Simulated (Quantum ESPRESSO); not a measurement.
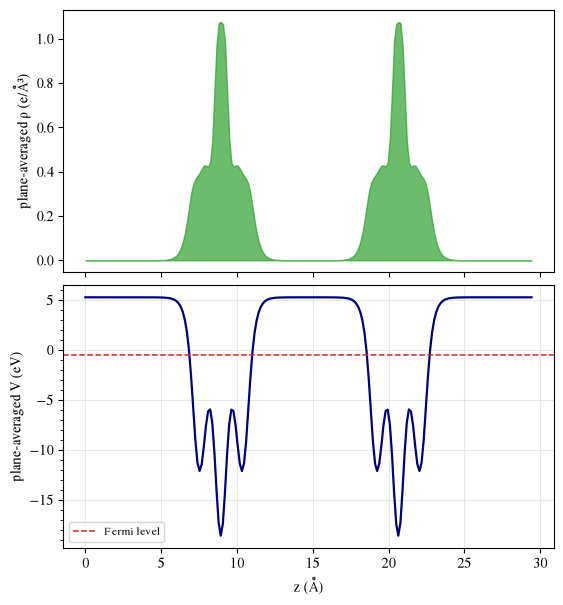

TiS2 (slab). Plane average of the electrostatic potential (local pseudopotential plus Hartree) felt by an electron and of the valence pseudo-density across the slab.

Not relaxed (largest force 0.3 eV/Å).

Theory: Kohn-Sham DFT of a periodic cell, PBEsol, PseudoDojo 0.4.1 SR PBEsol standard (Quantum ESPRESSO 7.5).

Core electrons are replaced by pseudopotentials, and the valence fields are smoothed inside the atomic spheres.

How far above the Fermi level of the calculation is the vacuum level?

Answer. 5.8 eV.

How thick is the slab, and how wide the vacuum?

Answer. The outermost nuclei are 14.6 Å apart, in 6 atomic planes; the vacuum between periodic images is 15.0 Å wide.
